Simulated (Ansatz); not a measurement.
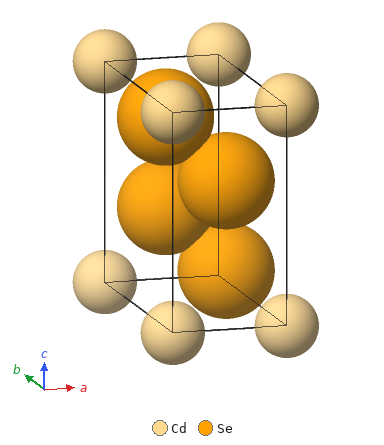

Crystal structure, space-filling style, seen from a general direction. The outline marks the conventional unit cell.

CdSe4, space group P-3m1 (No. 164), a = 3.89 Å, b = 3.89 Å, c = 8.96 Å, α = 90.00°, β = 90.00°, γ = 120.00°.

Level of theory and settings: DFT PBE, scalar-relativistic, plane waves, PAW in Ansatz 0.2.0, a 420 eV plane-wave basis, a 12×12×4 grid in reciprocal space, Gaussian smearing of 0.1 eV, no spin polarisation.

### What is the electronic character?

A metal: bands cross the Fermi level.

### State the hydrostatic pressure.

The computed pressure is 0.0 GPa, close to zero.

It derives from a structure type filled with these elements by a generator (whether the compound takes this form wasn't checked). Earlier steps of the study may have refined or changed the cell and positions. It went into a calculation with Ansatz.
